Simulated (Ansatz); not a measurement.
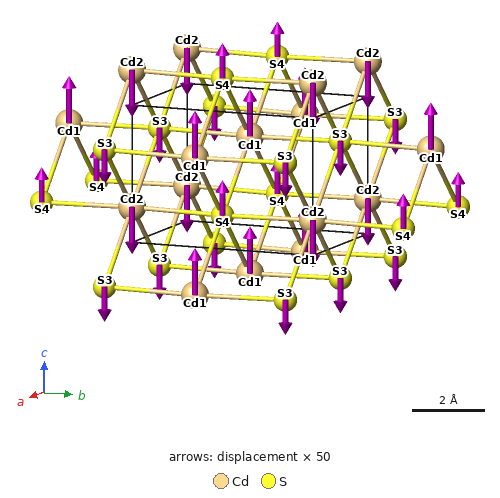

This is a relaxation of solid CdS (set up in Pmmn). The starting structure is drawn; purple arrows show the displacements (the part carried along by the change of the cell is left out), magnified 50 times.

Style: ball-and-stick. Shown: the cell of the calculation, slightly off an axis.

Level of theory: Ansatz 0.2.0, DFT PBE, scalar-relativistic, plane waves, PAW.

Input
```yaml
crystal:
  lattice:
    - [3.89843607, 0.0, 0.0]
    - [0.0, 5.51149178, 0.0]
    - [0.0, 0.0, 3.89810395]
  atoms:
    - { symbol: Cd, position: [0.5, 0.5, 0.74302601] }
    - { symbol: Cd, position: [0.0, 0.0, 0.25697399] }
    - { symbol: S, position: [0.5, 0.0, 0.75516302] }
    - { symbol: S, position: [0.0, 0.5, 0.24483698] }
basis:
  ecutwfc: 420
kpoints:
  mp_grid: { grid: [10, 8, 10] }
hamiltonian:
  xc: pbe
scf:
  occupations: { method: gaussian, width: 0.01 }
output:
  forces: true
  stress: true
  eigenvalues: true
  write_density: true
  write_potential: true
  elf: true
  volumetric_format: npy
relax:
  adjacent_minimum: "off"
  f_tol: 0.01
  max_steps: 80
  cell: { stress_tol: 0.05 }
```

Command:
```bash
ansatz run input.yaml --threads 1 --pin off --max-ram 2560MiB --backend cpu --events-out ev --progress --plain --runs-dir out
```

What happened in the run?

The largest moves relative to the cell, 0.027 Å, are those of Cd1 and Cd2. Cd2 goes along −c. By element the largest moves are Cd 0.027 Å, S 0.020 Å. The drawn cell changes as follows: a 3.898 → 3.886 Å (−0.3 %), b 5.511 → 5.495 Å (−0.3 %), c 3.898 → 3.885 Å (−0.3 %); the volume changes by −1.0 %. Among the contacts that change: Cd1–S3 2.756 → 2.747 Å, Cd1–S4 2.752 → 2.747 Å. The space group (tolerance 0.01 Å) goes from Pmmn (No. 59) to Fm-3m (No. 225). The energy falls by 0.7 meV per atom in 3 accepted moves (4 points after the start). Largest force component: 0.028 eV/Å at the start, 0.00042 eV/Å at the end. Pressure: −0.68 GPa at the start and 0.00 GPa at the end. The SCF was repeated once at an unchanged geometry on a basis and grid sized afresh for the cell, which shifted the energy by 0.1 meV per atom at most.
